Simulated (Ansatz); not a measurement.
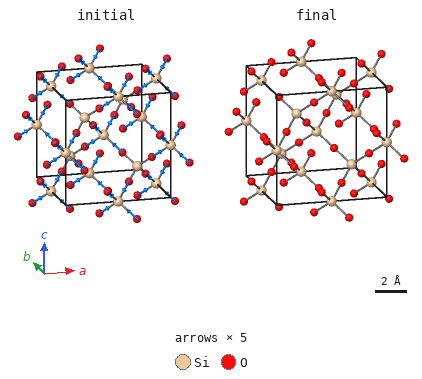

The structure of crystalline SiO$_{2}$ (a generated structure, set up in F-43m) (coarse preliminary run) before (left) and after (right) a relaxation, at one scale. The blue arrows give the displacements (the part carried along by the change of the cell is left out), 5 times their true length.

Style: ball-and-stick. Shown: the conventional cell (4 times the calculation's cell), slightly off an axis. Lengths and directions refer to the drawn axes.

These are results of DFT PBE, scalar-relativistic, plane waves, PAW in Ansatz, not measurements.

The input:
```yaml
crystal:
  lattice:
    - [0.0, 3.55999994, 3.55999994]
    - [3.55999994, 0.0, 3.55999994]
    - [3.55999994, 3.55999994, 0.0]
  atoms:
    - { symbol: Si, position: [0.5, 0.5, 0.5] }
    - { symbol: Si, position: [0.25, 0.25, 0.25] }
    - { symbol: O, position: [0.35959318, 0.92122046, 0.35959318] }
    - { symbol: O, position: [0.35959318, 0.35959318, 0.92122046] }
    - { symbol: O, position: [0.35959318, 0.35959318, 0.35959318] }
    - { symbol: O, position: [0.92122046, 0.35959318, 0.35959318] }
basis:
  ecutwfc: 420
kpoints:
  mp_grid: { grid: [4, 4, 4] }
hamiltonian:
  xc: pbe
scf:
  occupations: { method: gaussian, width: 0.1 }
  lower_state_search: "off"
output:
  forces: true
  stress: true
  eigenvalues: true
relax:
  adjacent_minimum: "off"
  f_tol: 0.04
  max_steps: 70
  cell: { stress_tol: 0.4 }
```

Launched with:
```bash
ansatz run input.yaml --threads 1 --pin off --max-ram 2048MiB --backend cpu --events-out ev --progress --plain --runs-dir out
```

### Describe what moved and what it gained.

After 4 accepted moves (6 points after the start) the energy has fallen by 1694 meV per atom. Largest force component: 15 eV/Å at the start, 0.00099 eV/Å at the end. The pressure goes from 57.57 to 0.18 GPa. At 2 points the geometry stayed and the basis and grid were re-selected for the new cell (energy shift of 12.8 meV per atom at most each time). The largest moves relative to the cell, 0.20 Å, are those of O3, O4, O5 and O6. O5 goes along [1 −1 1]. Si stays in place. The drawn cell changes as follows: a = b = c 7.120 → 7.458 Å (+4.7 %); the volume changes by +14.9 %. Near-neighbour distances that change, for instance: Si2–O3 1.352 → 1.615 Å, Si1–O3 1.732 → 1.615 Å. The space group (tolerance 0.01 Å) goes from F-43m (No. 216) to Fd-3m (No. 227).
